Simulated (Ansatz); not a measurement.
**Ir: one change and its effect**

System: Ir (1 atom in the cell).
Method of run 1: Kohn-Sham DFT of a periodic cell, BLYP, all-electron LAPW, scalar-relativistic, no spin polarisation (Ansatz 0.2.0).

The structure derives from an entry of the Crystallography Open Database. Text and figures count atoms from 1; the logs count them from 0 in places.

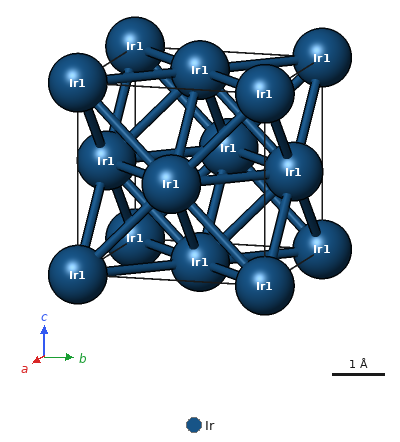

Fig. 1: The structure as given in the input (ball-and-stick view of the cell 4 times as large as that of the calculation, set on its symmetry axes, seen slightly off an axis; atoms are numbered from 1 in the order of the input).

**Input, run 1**
```yaml
crystal:
  lattice:
    - [0.0, 1.9156, 1.9156]
    - [1.9156, 0.0, 1.9156]
    - [1.9156, 1.9156, 0.0]
  atoms:
    - { symbol: Ir, position: [0.0, 0.0, 0.0] }
kpoints:
  mp_grid: { grid: [12, 12, 12] }
scf:
  occupations: { method: fermi_dirac, width: 0.05 }
hamiltonian:
  xc: blyp
  pseudopotentials: { kind: all_electron, lapw: { basis_error: 0.001 } }
output:
  forces: true
  stress: true
relax:
  f_tol: 0.02
  max_steps: 60
  cell: {}
```

Launched with:
```bash
ansatz run input.yaml --threads 1 --pin off --max-ram 3072MiB --backend cpu --events-out ev --progress --plain --runs-dir out
```

Hardware: 1 thread of Arm Neoverse V2, 24 GiB of memory available, shared host.

**Output, shortened to warnings, some set-up lines, iterations and results (run 1)**
```
Basis set: ecut = 306.3184079278686 eV, 169 PW (Γ), exchange–correlation at level 2
Symmetry: 48 space group operations
k-points: 72 of 1728
Initial density: superposition of atomic densities (chi_scale 0.1, normalization cell)
[...]
SCF iter   1: F=—  HF=-485051.347500 eV  |F-HF|=—  |Δ(HF+E_count)|=         —  Δρ=1.36e-2  dr2=9.48e-3  ethr=2.28e-5  ⟨swp⟩=3.3  Hψ=11854  notcnv=0
SCF iter   2: F=—  HF=-485051.323907 eV  |F-HF|=—  |Δ(HF+E_count)|=   2.36e-2  Δρ=6.09e-3  dr2=2.46e-3  ethr=2.28e-5  ⟨swp⟩=2.8  Hψ=5511  notcnv=0
SCF iter   3: F=—  HF=-485051.324802 eV  |F-HF|=—  |Δ(HF+E_count)|=   8.95e-4  Δρ=3.44e-3  dr2=7.51e-4  ethr=6.01e-6  ⟨swp⟩=2.5  Hψ=5222  notcnv=0
SCF iter   4: F=—  HF=-485051.325626 eV  |F-HF|=—  |Δ(HF+E_count)|=         —  Δρ=8.17e-4  dr2=4.61e-5  ethr=1.12e-7  ⟨swp⟩=2.0  Hψ=9103  notcnv=0
SCF iter   5: F=—  HF=-485051.325676 eV  |F-HF|=—  |Δ(HF+E_count)|=   5.03e-5  Δρ=1.11e-4  dr2=7.71e-7  ethr=1.12e-7  ⟨swp⟩=3.0  Hψ=5483  notcnv=0
[... 28 lines ...]
relax step   5: F+E_penalty+E_count = -485051.42200915 eV  Δ(F+E_penalty+E_count) = -3.214e-5 eV  max|allowed force component| = 0.000e0 eV/Å  Δτ_max = 0.0000 Å  P = -0.010 …
SCF iter   1: F=—  HF=-485051.422010 eV  |F-HF|=—  |Δ(HF+E_count)|=         —  Δρ=7.48e-6  dr2=8.48e-9  ethr=2.67e-11  ⟨swp⟩=7.2  Hψ=11478  notcnv=0  reapply=3
SCF iter   2: F=-485051.422010 eV  HF=-485051.422010 eV  |F-HF|=5.82e-11  |Δ(HF+E_count)|=   5.33e-7  Δρ=5.96e-6  dr2=5.51e-9  ethr=2.07e-11  ⟨swp⟩=2.0  Hψ=5212  notcnv=0
SCF 6 converged in 2 iterations: F = -485051.422010 eV  dr2 = 5.51e-9
relax step   6: F+E_penalty+E_count = -485051.42200966 eV  Δ(F+E_penalty+E_count) = -5.035e-7 eV  max|allowed force component| = 0.000e0 eV/Å  Δτ_max = 0.0000 Å  P = -0.010 …
basis re-selected at this cell: Δ(F+E_penalty+E_count) = -5.035e-7 eV, ΔP = +0.000 GPa vs the last step (what re-selecting the basis moved, after the strain that the cell walked since its last selection, with what the two solves' SCF thresholds leave and, on support functions, any second-order …
SCF converged after 2 iterations
Free energy (F): -485051.422010 eV
Harris-Foulkes:  -485051.422010 eV  (|F-HF|=5.82e-11)
Internal energy: -485051.416528 eV  (E = F + TS)
E sigma→0 (E₀):  -485051.419269 eV
Entropy (-TS):   -0.005481 eV (-5.481 meV/atom)
Fermi energy:    29.767249 eV
--- Per-component energies (eV) ---
  E_band       = -2942.225530
  E_kinetic    = 548877.371272
  E_xc         = -9500.377569
  E_electrostatic = -1024428.410231  (all electrons and nuclei)
  E_smearing   = -0.005481  (= −TS)
  E_closure    = 0.000000  (closes the sum)
  E_atoms      = -485043.657301  (free atoms, spherical and without spin; not in F)
  Σ components = -485051.422010   (vs F -485051.422010, Δ=0.00e0)
  Basis errors (estimates in eV, not in F): energy 2.2e-4 per atom: plane waves 1.9e-4 (1.0e-4 summed), levels above the bands 1.4e-100, relativity 3.7e-7, radial functions 3.7e-5, core shells 4.8e-7; eigenvalues (radial functions only) 1.6e-6; not estimated: angular momenta, meshes, grids; target …
--- Forces (eV/Å), atoms counted from 1 ---
  atom   1  Ir     0.00000000     0.00000000     0.00000000
  max |Σ_I F_I| component: 8.22e-32 eV/Å
--- Stress (GPa, compression-positive) ---
       -0.009725      -0.000000      -0.000000
       -0.000000      -0.009725      -0.000000
       -0.000000      -0.000000      -0.009725
  P = ⅓ Tr σ = -0.0097 GPa (-0.097 kbar)
--- Relaxed structure (5 steps of the walk, 5 accepted, 1 SCFs on fresh bases) ---
  F+E_penalty+E_count = -485051.42200966 eV   max|allowed force component| = 0.000e0 eV/Å   (the final SCF, on the basis selected at the relaxed cell)
  cell:  # Å, volume = 15.2243 Å³
    - [-6.827002372199949e-34, 1.9671427750227821, 1.9671427750227821]
    - [1.9671427750227821, 1.3693812338406907e-34, 1.9671427750227821]
    - [1.9671427750227821, 1.9671427750227821, -2.145629316977127e-34]
  atoms:
    - { symbol: Ir, position: [0.0, 0.0, 0.0] }
```

Run 2 used a changed input.

**The two runs side by side**

```csv
quantity,run 1,run 2
outcome,converged,converged
free energy per atom (eV),−485051.4220,−485035.5720
"energy per atom, smearing taken to zero (eV)",−485051.4193,−485035.5695
pressure (GPa),−0.01,0.00
volume per atom (Å³),15.22,14.60
largest force (eV/Å),0.000,0.000
SCF iterations,26,23
irreducible k-points,72,72
wall time (shared host),29 s,26 s
```

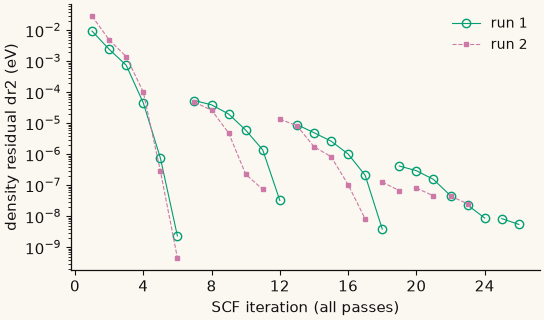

Fig. 2: Convergence of the two runs: density residual dr2 against the SCF iteration. A break in a curve parts two SCF passes. Run 1 takes 26 iterations in all, and run 2 takes 23.

Which change of the input explains these differences?

The change (lines with − go, lines with + come):
```diff
-  xc: blyp
+  xc: revpbe
```

The total energies belong to different methods, so their difference says nothing on which is more stable or more accurate. The volume per atom goes from 15.22 to 14.60 Å³. The functional changes from BLYP to revPBE. The SCF takes 23 iterations over all geometry steps against 26.

**Output, shortened to warnings, some set-up lines, iterations and results (run 2)**
```
Basis set: ecut = 306.50858017505334 eV, 169 PW (Γ), exchange–correlation at level 2
Symmetry: 48 space group operations
k-points: 72 of 1728
Initial density: superposition of atomic densities (chi_scale 0.1, normalization cell)
[...]
SCF iter   1: F=—  HF=-485035.612535 eV  |F-HF|=—  |Δ(HF+E_count)|=         —  Δρ=2.14e-2  dr2=2.87e-2  ethr=6.94e-5  ⟨swp⟩=3.0  Hψ=11575  notcnv=0
SCF iter   2: F=—  HF=-485035.549265 eV  |F-HF|=—  |Δ(HF+E_count)|=   6.33e-2  Δρ=8.08e-3  dr2=4.94e-3  ethr=6.94e-5  ⟨swp⟩=2.0  Hψ=5477  notcnv=0
SCF iter   3: F=—  HF=-485035.548306 eV  |F-HF|=—  |Δ(HF+E_count)|=         —  Δρ=4.38e-3  dr2=1.43e-3  ethr=1.20e-5  ⟨swp⟩=2.0  Hψ=5177  notcnv=0
SCF iter   4: F=—  HF=-485035.548835 eV  |F-HF|=—  |Δ(HF+E_count)|=   5.30e-4  Δρ=1.13e-3  dr2=1.03e-4  ethr=2.53e-7  ⟨swp⟩=2.0  Hψ=8839  notcnv=0
SCF iter   5: F=—  HF=-485035.548887 eV  |F-HF|=—  |Δ(HF+E_count)|=   5.15e-5  Δρ=6.00e-5  dr2=2.95e-7  ethr=2.52e-7  ⟨swp⟩=2.0  Hψ=5179  notcnv=0
[... 25 lines ...]
relax step   5: F+E_penalty+E_count = -485035.57199450 eV  Δ(F+E_penalty+E_count) = -2.187e-6 eV  max|allowed force component| = 0.000e0 eV/Å  Δτ_max = 0.0000 Å  P = +0.001 …
SCF iter   1: F=—  HF=-485035.571995 eV  |F-HF|=—  |Δ(HF+E_count)|=         —  Δρ=1.89e-5  dr2=4.53e-8  ethr=1.29e-10  ⟨swp⟩=6.9  Hψ=10964  notcnv=0
SCF iter   2: F=-485035.571995 eV  HF=-485035.571995 eV  |F-HF|=3.26e-9  |Δ(HF+E_count)|=   1.43e-8  Δρ=1.40e-5  dr2=2.55e-8  ethr=1.11e-10  ⟨swp⟩=2.0  Hψ=5190  notcnv=0
SCF 6 converged in 2 iterations: F = -485035.571995 eV  dr2 = 2.55e-8
relax step   6: F+E_penalty+E_count = -485035.57199515 eV  Δ(F+E_penalty+E_count) = -6.503e-7 eV  max|allowed force component| = 0.000e0 eV/Å  Δτ_max = 0.0000 Å  P = +0.001 …
basis re-selected at this cell: Δ(F+E_penalty+E_count) = -6.503e-7 eV, ΔP = +0.000 GPa vs the last step (what re-selecting the basis moved, after the strain that the cell walked since its last selection, with what the two solves' SCF thresholds leave and, on support functions, any second-order …
SCF converged after 2 iterations
Free energy (F): -485035.571995 eV
Harris-Foulkes:  -485035.571995 eV  (|F-HF|=3.26e-9)
Internal energy: -485035.566966 eV  (E = F + TS)
E sigma→0 (E₀):  -485035.569481 eV
Entropy (-TS):   -0.005029 eV (-5.029 meV/atom)
Fermi energy:    30.873054 eV
--- Per-component energies (eV) ---
  E_band       = -2908.909522
  E_kinetic    = 548842.913360
  E_xc         = -9484.682611
  E_electrostatic = -1024393.797715  (all electrons and nuclei)
  E_smearing   = -0.005029  (= −TS)
  E_closure    = 0.000000  (closes the sum)
  E_atoms      = -485026.816086  (free atoms, spherical and without spin; not in F)
  Σ components = -485035.571995   (vs F -485035.571995, Δ=0.00e0)
  Basis errors (estimates in eV, not in F): energy 2.4e-4 per atom: plane waves 2.0e-4 (1.1e-4 summed), levels above the bands 1.5e-100, relativity 1.1e-7, radial functions 4.3e-5, core shells 7.2e-7; eigenvalues (radial functions only) 1.6e-6; not estimated: angular momenta, meshes, grids; target …
--- Forces (eV/Å), atoms counted from 1 ---
  atom   1  Ir    -0.00000000     0.00000000    -0.00000000
  max |Σ_I F_I| component: 6.78e-32 eV/Å
--- Stress (GPa, compression-positive) ---
        0.001489      -0.000000      -0.000000
       -0.000000       0.001489       0.000000
       -0.000000       0.000000       0.001489
  P = ⅓ Tr σ = 0.0015 GPa (0.015 kbar)
--- Relaxed structure (5 steps of the walk, 4 accepted, 1 SCFs on fresh bases) ---
  F+E_penalty+E_count = -485035.57199515 eV   max|allowed force component| = 0.000e0 eV/Å   (the final SCF, on the basis selected at the relaxed cell)
  cell:  # Å, volume = 14.6034 Å³
    - [1.0190744065791179e-34, 1.9400293346973547, 1.9400293346973547]
    - [1.9400293346973547, -5.095372032895589e-34, 1.9400293346973547]
    - [1.9400293346973547, 1.9400293346973547, -1.019074406579118e-34]
  atoms:
    - { symbol: Ir, position: [0.0, 0.0, 0.0] }
```

For both runs: Spin–orbit coupling is left out, which matters for Ir.
